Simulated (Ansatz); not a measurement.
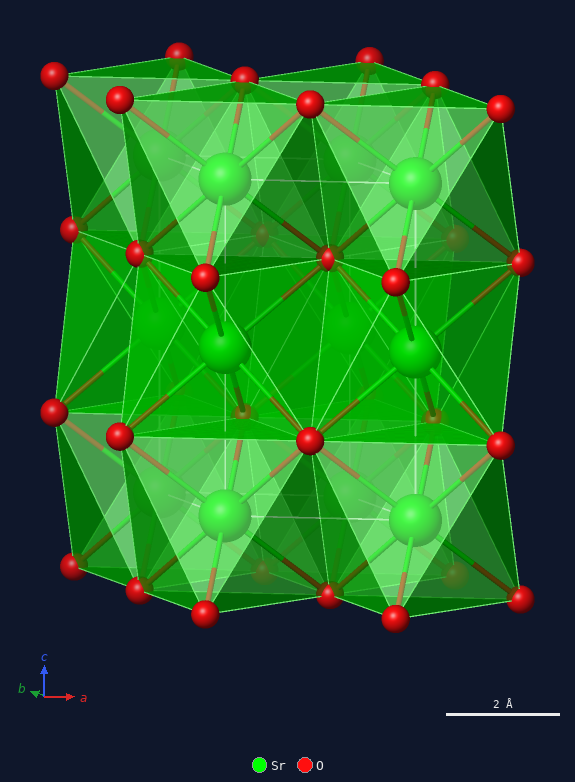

Figure 1. The structure (polyhedral view of the cell of the calculation, seen slightly off an axis; polyhedra are completed across the faces of the cell).

**Band-structure calculation of SrO**

System: SrO (P6₃/mmc, 4 atoms in the cell).
Method: DFT, r2SCAN, plane waves, PAW, no spin polarisation (Ansatz 0.2.0).

The structure was built on a prototype by a generator. The geometry comes from this level: r2SCAN (a point of a series of strains). It belongs to a series of runs on one base structure; here: hydrostatic strain -3.5%.

Input file
```yaml
crystal:
  lattice:
    - [3.4378120316, 0.0, 0.0]
    - [-1.7189060158, 2.9772325528, 0.0]
    - [0.0, 0.0, 6.0349251164]
  atoms:
    - { symbol: Sr, position: [0.0, 0.0, 0.0] }
    - { symbol: Sr, position: [0.0, 0.0, 0.5] }
    - { symbol: O, position: [0.3333333333, 0.6666666667, 0.25] }
    - { symbol: O, position: [0.6666666667, 0.3333333333, 0.75] }
kpoints:
  mp_grid: { grid: [12, 12, 4] }
  band_path:
    path:
      - [0.0, 0.0, 0.0]
      - [0.5, 0.0, 0.0]
      - [0.3333333333, 0.3333333333, 0.0]
      - [0.0, 0.0, 0.5]
      - [0.5, 0.0, 0.5]
      - [0.3333333333, 0.3333333333, 0.5]
    npoints: 1
hamiltonian:
  xc: r2scan
scf:
  occupations: { method: fixed }
  n_extra_bands: 5
output:
  forces: true
  stress: true
  eigenvalues: true
  write_density: true
  write_potential: true
  elf: true
  volumetric_format: npy
```

Hardware: 4 threads of an x86-64 CPU, shared host.

Command:
```bash
ansatz run input.yaml --threads 4 --pin off --max-ram 3686MiB --backend cpu --events-out ev --progress --plain --runs-dir out
```

What the program printed
```
scf.n_extra_bands = 5 over 16 filled bands (N_el = 32.0): the run solves 21 bands
Engine: ansatz 0.2.0, x86_64-unknown-linux-gnu
Pseudopotentials: kind: paw
Pseudopotential: Sr, paw, valence charge 10, recommended cutoff 500 eV (meta_gga), Sr.paw.azcp
Pseudopotential: O, paw, valence charge 6, recommended cutoff 500 eV (meta_gga), O.paw.azcp
Functional definition: r2SCAN
  parameter k0 = 0.174
  parameter k1 = 0.065
  parameter a1 = 4.9479
  exchange = r2scan_x(k0 = k0, k1 = k1, a1 = a1)
  correlation = r2scan_c
Crystal: 4 atoms, lattice volume = 61.768 Å³
Basis set: ecut = 500 eV, 1583 PW (Γ), exchange–correlation on 108×108×180 points (64 copies of the dense FFT grid, shifted against one another)
Bands: 21, of which v1, the nominal top of the filled ones, is band 16 counted from 1 (15 counted from 0)
Symmetry: 24 space group operations
Space group: P63/mmc (ITA 194), of the structure as read, at distance tolerance 4.0e-5 Å
k-points: 57 of 576
Non-local potential: Sr, projectors of the file, l = 0: 3, l = 1: 2, l = 2: 2
Non-local potential: O, projectors of the file, l = 0: 2, l = 1: 2, l = 2: 1
PAW form: soft (Blöchl's): semilocal exchange-correlation on the pseudo side does not see the compensation charge
PAW frozen core: Sr, regenerated for the run's functional (the file was generated under x = pbe(κ = 0.804, μ = 0.2195149727645171), c = pbe(β = 0.06672455060314922))
PAW frozen core: O, regenerated for the run's functional (the file was generated under x = pbe(κ = 0.804, μ = 0.2195149727645171), c = pbe(β = 0.06672455060314922))
PAW one-centre angular grid: Sr, 302 points (default); XC on 160 Gauss nodes
PAW one-centre angular grid: O, 302 points (default); XC on 160 Gauss nodes
Initial density: superposition of atomic densities (neutral atoms: chi_scale 0, normalization atom), corrected by the library's trained network
Initial wavefunctions: pseudopotential atomic-orbital guess
Functional: x = r2scan, c = r2scan; τ floored in thin density (d = 2e-4 eV/Å³)
SCF iter   1: F=—  HF=-8253.074328 eV  |F-HF|=—  |Δ(HF+E_count)|=         —  Δρ=9.32e-3  dr2=7.10e-2  dr2_τ=1.45e-1  ethr=1.77e-3  ⟨swp⟩=6.1  Hψ=6579  notcnv=0  defer=155
preconditioner: auto → Resta (q_TF=auto, 2.445 Å⁻¹)  ε∞=3.3  [insulator: Δε(μ)=4.269 eV  Ē_g=16.583 eV  n_scr=22 (ndim 8)  ℏωp=25.0 eV  f_vac=0.000  ε∞_Penn≈3.3]
SCF iter   2: F=—  HF=-8253.263347 eV  |F-HF|=—  |Δ(HF+E_count)|=   1.89e-1  Δρ=4.90e-3  dr2=6.35e-3  dr2_τ=2.67e-3  ethr=2.22e-4  ⟨swp⟩=2.2  Hψ=2599  notcnv=0  defer=166
SCF iter   3: F=—  HF=-8253.262914 eV  |F-HF|=—  |Δ(HF+E_count)|=   4.33e-4  Δρ=2.21e-3  dr2=1.82e-3  dr2_τ=1.92e-4  ethr=1.98e-5  ⟨swp⟩=2.8  Hψ=1924  notcnv=0  defer=171
SCF iter   4: F=—  HF=-8253.262676 eV  |F-HF|=—  |Δ(HF+E_count)|=   2.37e-4  Δρ=3.84e-4  dr2=6.73e-5  dr2_τ=8.24e-6  ethr=5.68e-6  ⟨swp⟩=2.8  Hψ=1999  notcnv=0  defer=171
SCF iter   5: F=—  HF=-8253.262681 eV  |F-HF|=—  |Δ(HF+E_count)|=   4.10e-6  Δρ=8.65e-5  dr2=5.22e-6  dr2_τ=3.55e-7  ethr=2.10e-7  ⟨swp⟩=2.7  Hψ=1905  notcnv=0  defer=164
SCF iter   6: F=-8253.262681 eV  HF=-8253.262680 eV  |F-HF|=2.69e-8  |Δ(HF+E_count)|=   4.27e-8  Δρ=8.74e-6  dr2=4.10e-8  dr2_τ=6.78e-9  ethr=3.13e-10  ⟨swp⟩=17.7  Hψ=12593  notcnv=0
SCF 1 converged in 6 iterations: F = -8253.262681 eV  dr2 = 4.10e-8
  greatest PAW one-centre occupation: 0.989 electrons in one spin orbital (limit 2), on the Sr atom at site 1 (counted from 0), in its partial waves of l = 0
```

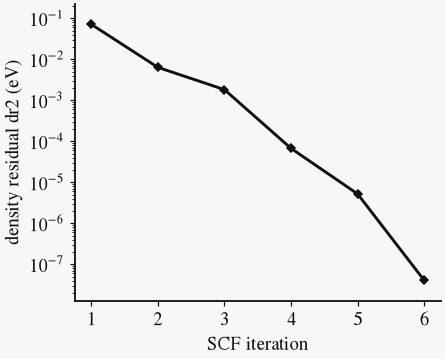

Figure 2. Convergence of the self-consistent field: density residual dr2 against the SCF iteration. The residual falls at every step.

```
NSCF: frozen V_eff on 6 k-points
SCF converged after 6 iterations
Free energy (F): -8253.262681 eV
Harris-Foulkes:  -8253.262680 eV  (|F-HF|=2.69e-8)
Internal energy: -8253.262681 eV  (E = F + TS)
E sigma→0 (E₀):  -8253.262681 eV
Fermi energy:    8.955628 eV
--- Per-component energies (eV) ---
  E_band       = -103.178382
  E_kinetic    = 857.019889
  E_local      = -1656.649995  (includes V_loc(G=0)·N_el)
  E_nonlocal   = 498.874020
  E_hartree    = 449.108147
  E_xc         = -480.961973
  E_vxc        = -576.690653  (∫ρ·V_xc dr)
  E_paw        = -5751.106793  (= ΣΔE_a)
  E_vpaw       = -156.726215  (= ΣTr[D̂ρ^β])
  E_aug_tail   = 0.002072  (compensation charges beyond the density's cutoff)
  E_vtau       = 32.771209  (kinetic-family band-sum trace: ∫τ·v_τ [+ j·A + Jᵃ·Aᵃ] dr)
  E_ewald      = -2169.192092
  E_core_change = -0.355955  (= ΣΔE_core)
  E_smearing   = -0.000000  (= −TS)
  E_closure    = 0.000000  (closes the sum)
  Σ components = -8253.262681   (vs F -8253.262681, Δ=0.00e0)
--- Forces (eV/Å), atoms counted from 1 ---
  atom   1  Sr     0.00000000    -0.00000000     0.00000000
  atom   2  Sr     0.00000000     0.00000000     0.00000000
  atom   3  O     -0.00000000     0.00000000    -0.00000000
  atom   4  O     -0.00000000    -0.00000000     0.00000000
  max |Σ_I F_I| component: 9.25e-18 eV/Å
--- Stress (GPa, compression-positive) ---
       11.856830       0.000000      -0.000000
        0.000000      11.856830      -0.000000
       -0.000000      -0.000000      13.299356
  P = ⅓ Tr σ = 12.3377 GPa (123.377 kbar)
--- Band table (eV; the first three rows and the last of 57) ---
  k-point 0: bands = ["-24.6738", "-24.3521", "-9.3132", "-7.3705", "-5.5573", "-5.5573", "-5.2749", "-5.2749", "-5.1636", "-4.5516", "6.6545", "7.6706", "7.6706", "8.7031", "8.8077", "8.8077", "12.9887", "14.5882", "16.3246", "16.3246", "16.7596"]
  k-point 1: bands = ["-24.6287", "-24.4013", "-9.0665", "-7.7123", "-5.5175", "-5.5175", "-5.3178", "-5.3178", "-5.0382", "-4.6222", "6.8851", "7.8195", "7.8195", "8.2890", "8.6186", "8.6186", "13.6609", "15.2592", "16.5986", "16.5986", "16.7748"]
  k-point 2: bands = ["-24.5170", "-24.5170", "-8.4317", "-8.4317", "-5.4191", "-5.4191", "-5.4191", "-5.4191", "-4.8078", "-4.8078", "7.5080", "7.5080", "8.1996", "8.1996", "8.1996", "8.1996", "15.2098", "15.2098", "16.7853", "16.7853", "17.0983"]
  k-point 56: bands = ["-24.3259", "-24.3259", "-8.3458", "-8.3458", "-6.3348", "-6.3348", "-6.0437", "-6.0437", "-4.8838", "-4.8838", "7.0573", "7.0573", "8.1900", "8.1900", "8.3171", "8.3171", "16.3801", "16.3801", "16.4488", "16.4488", "18.3030"]
```

File bands.tsv
```
# k_distance	band_0	band_1	band_2	band_3	band_4	band_5	band_6	band_7	band_8	band_9	band_10	band_11	band_12	band_13	band_14	band_15	band_16	band_17	band_18	band_19	band_20
# fermi_ev = 8.955628
# lock_threshold_ev = 1e-6
# [0, 0, 0] at k_distance = 0.000000
# [0.5, 0, 0] at k_distance = 1.055206
# [0.3333333333, 0.3333333333, 0] at k_distance = 1.664429
# [0, 0, 0.5] at k_distance = 2.989421
# [0.5, 0, 0.5] at k_distance = 4.044627
# [0.3333333333, 0.3333333333, 0.5] at k_distance = 4.653850
# levels_relative_to = fermi_ev
# free_energy_ev = -8253.262681
# largest_residual_norms_ev = 3.606e-4 4.320e-4 1.531e-3 1.462e-3 1.683e-3 1.833e-3 2.258e-3 2.097e-3 1.489e-3 2.043e-3 1.343e-3 1.571e-3 9.666e-4 1.336e-3 1.271e-3 1.730e-3 1.374e-3 2.183e-3 1.984e-3 2.154e-3 2.272e-3
0.000000	-33.629430	-33.307696	-18.268818	-16.326117	-14.512972	-14.512972	-14.230519	-14.230519	-14.119219	-13.507254	-2.301112	-1.285025	-1.285025	-0.252558	-0.147973	-0.147973	4.033094	5.632561	7.368945	7.368945	7.803964
1.055206	-33.441896	-33.158145	-17.960957	-16.381395	-15.971341	-15.415324	-14.834247	-14.472592	-13.916205	-13.364819	-2.492182	-1.819106	-1.445211	-0.572310	-0.236755	-0.154653	4.108471	6.497034	7.970281	8.796118	9.634201
1.664429	-33.418084	-33.139204	-17.351266	-17.351266	-15.947984	-15.055319	-15.055319	-14.046475	-14.046475	-13.891828	-1.688206	-1.688206	-1.501408	-0.972521	-0.972521	0.000000	6.677024	6.677024	6.803917	8.585807	8.585807
2.989421	-33.472614	-33.472614	-17.387373	-17.387373	-14.374756	-14.374756	-14.374756	-14.374756	-13.763398	-13.763398	-1.447634	-1.447634	-0.756061	-0.756061	-0.756061	-0.756061	6.254134	6.254134	7.829705	7.829705	8.142656
4.044627	-33.303045	-33.303045	-17.404531	-17.404531	-15.112900	-15.112900	-14.658684	-14.658684	-14.076891	-14.076891	-1.540362	-1.540362	-1.025448	-1.025448	-0.806624	-0.806624	5.465915	5.465915	9.626304	9.626304	10.001023
4.653850	-33.281546	-33.281546	-17.301431	-17.301431	-15.290432	-15.290432	-14.999295	-14.999295	-13.839384	-13.839384	-1.898280	-1.898280	-0.765633	-0.765633	-0.638523	-0.638523	7.424470	7.424470	7.493216	7.493216	9.347365
```

File rho_z.tsv
```
# z_ang	rho[e/angstrom^3]
# format = ansatz-planar-average/11
# lattice	3.437812032	0.000000000	0.000000000
# lattice	-1.718906016	2.977232553	0.000000000
# lattice	0.000000000	0.000000000	6.034925116
# sites	4
# site	38	0.000000000	0.000000000	0.000000000
# site	38	0.000000000	0.000000000	3.017462558
# site	8	0.000000000	1.984821702	1.508731279
# site	8	1.718906016	0.992410851	4.526193837
0.000000	6.278348e-1
0.134109	6.235348e-1
0.268219	6.012003e-1
0.402328	5.466771e-1
0.536438	4.651165e-1
0.670547	3.851890e-1
0.804657	3.407538e-1
0.938766	3.549637e-1
1.072876	4.348190e-1
1.206985	5.555522e-1
1.341094	6.663187e-1
1.475204	7.218444e-1
1.609313	7.028448e-1
1.743423	6.155129e-1
1.877532	4.929824e-1
2.011642	3.873462e-1
2.145751	3.395552e-1
2.279861	3.568019e-1
2.413970	4.226668e-1
2.548079	5.078971e-1
2.682189	5.782791e-1
2.816298	6.157198e-1
2.950408	6.269412e-1
3.084517	6.269412e-1
3.218627	6.157198e-1
3.352736	5.782791e-1
3.486846	5.078971e-1
3.620955	4.226668e-1
3.755065	3.568019e-1
3.889174	3.395552e-1
4.023283	3.873462e-1
4.157393	4.929824e-1
4.291502	6.155129e-1
4.425612	7.028448e-1
4.559721	7.218444e-1
4.693831	6.663187e-1
4.827940	5.555522e-1
4.962050	4.348190e-1
5.096159	3.549637e-1
5.230268	3.407538e-1
5.364378	3.851890e-1
5.498487	4.651165e-1
5.632597	5.466771e-1
5.766706	6.012003e-1
5.900816	6.235348e-1
```

File v_z.tsv
```
# z_ang	v_es[eV]	v_tot[eV]
# format = ansatz-planar-average/11
# xc	r2scan
# density_cutoff_ev	2000
# datasets	Sr=:simpson_from_first_knot:soft:shift=0	O=:simpson_from_first_knot:soft:shift=0
# lattice	3.437812032	0.000000000	0.000000000
# lattice	-1.718906016	2.977232553	0.000000000
# lattice	0.000000000	0.000000000	6.034925116
# sites	4
# site	38	0.000000000	0.000000000	0.000000000
# site	38	0.000000000	0.000000000	3.017462558
# site	8	0.000000000	1.984821702	1.508731279
# site	8	1.718906016	0.992410851	4.526193837
0.000000	-1.089277e1	-2.315352e1
0.134109	-9.845554e0	-2.199535e1
0.268219	-6.927285e0	-1.880672e1
0.402328	-2.801754e0	-1.429967e1
0.536438	1.602035e0	-9.448971e0
0.670547	5.389987e0	-5.261229e0
0.804657	7.910077e0	-2.520710e0
0.938766	8.659102e0	-1.713417e0
1.072876	8.419459e0	-2.057059e0
1.206985	7.943755e0	-2.872957e0
1.341094	7.424638e0	-3.787751e0
1.475204	7.132689e0	-4.095957e0
1.609313	7.235732e0	-4.017558e0
1.743423	7.672444e0	-3.377113e0
1.877532	8.200217e0	-2.410153e0
2.011642	8.590581e0	-1.812707e0
2.145751	8.486561e0	-1.895212e0
2.279861	6.858769e0	-3.659738e0
2.413970	3.610899e0	-7.222378e0
2.548079	-5.692836e-1	-1.184806e1
2.682189	-4.963159e0	-1.666336e1
2.816298	-8.586660e0	-2.061693e1
2.950408	-1.062813e1	-2.285923e1
3.084517	-1.062813e1	-2.285923e1
3.218627	-8.586660e0	-2.061693e1
3.352736	-4.963159e0	-1.666336e1
3.486846	-5.692836e-1	-1.184806e1
3.620955	3.610899e0	-7.222378e0
3.755065	6.858769e0	-3.659738e0
3.889174	8.486561e0	-1.895212e0
4.023283	8.590581e0	-1.812707e0
4.157393	8.200217e0	-2.410153e0
4.291502	7.672444e0	-3.377113e0
4.425612	7.235732e0	-4.017558e0
4.559721	7.132689e0	-4.095957e0
4.693831	7.424638e0	-3.787751e0
4.827940	7.943755e0	-2.872957e0
4.962050	8.419459e0	-2.057059e0
5.096159	8.659102e0	-1.713417e0
5.230268	7.910077e0	-2.520710e0
5.364378	5.389987e0	-5.261229e0
5.498487	1.602035e0	-9.448971e0
5.632597	-2.801754e0	-1.429967e1
5.766706	-6.927285e0	-1.880672e1
5.900816	-9.845554e0	-2.199535e1
```

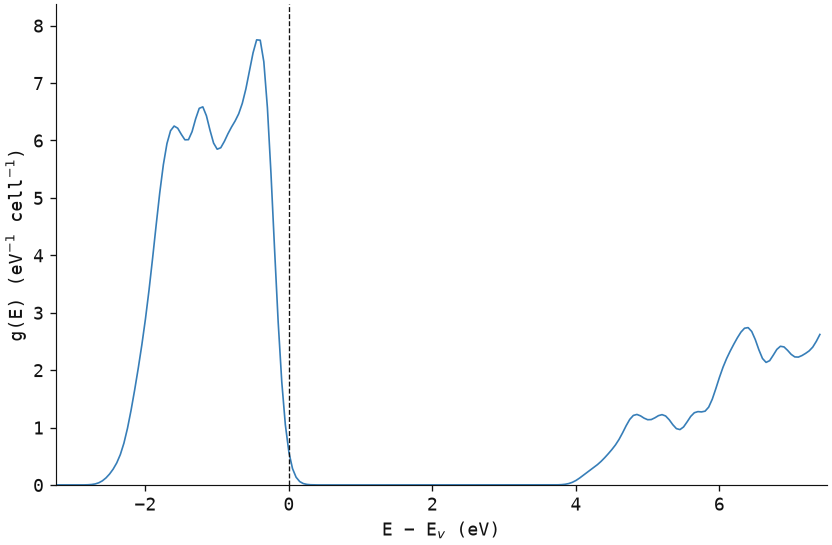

Figure 3. Density of states (the curve is built from the levels of the k mesh with Gaussians 0.3 eV wide, which also blur the band edges), with energies from the valence-band top. There is a gap of 4.03 eV on the k-point mesh. Small ripples come from the finite k-point mesh.

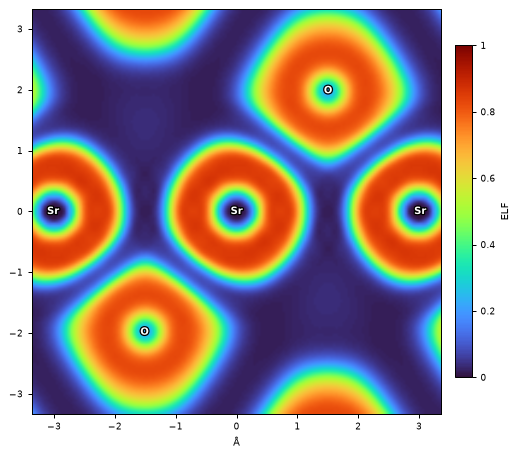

Figure 4. ELF on the (110) plane of the conventional cell. The section cuts through Sr and O sites. The strong features right at Sr lie inside the PAW spheres (semicore, d or f shells) and say nothing about bonding. In a PAW calculation such maps are meaningful between the atoms, not at the nuclei.

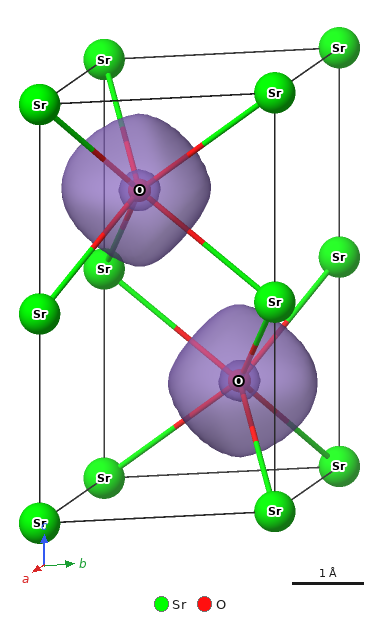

Figure 5. Isosurface of the electron localisation function at 0.6 (purple), seen slightly off an axis. Only the valence region is drawn (cores and ρ < 0.01 e/Å³ removed). Sticks mark near contacts. The outline is the cell set on symmetry axes.

Summary

- outcome: converged
- space group (tolerance 0.01 Å): P6₃/mmc (194)
- electrons treated: 32
- free energy: −8253.2627 eV
- Fermi energy: 8.956 eV
- gap on the k-point mesh: 4.03 eV
- pressure: 12.34 GPa
- largest force (length of the vector): under 0.001 eV/Å
- wall time: 9.9 s (CPU time 28 s)
- peak memory: 0.54 GiB

The cell is under a pressure of 12.3 GPa at this level, so it is not at its equilibrium volume.
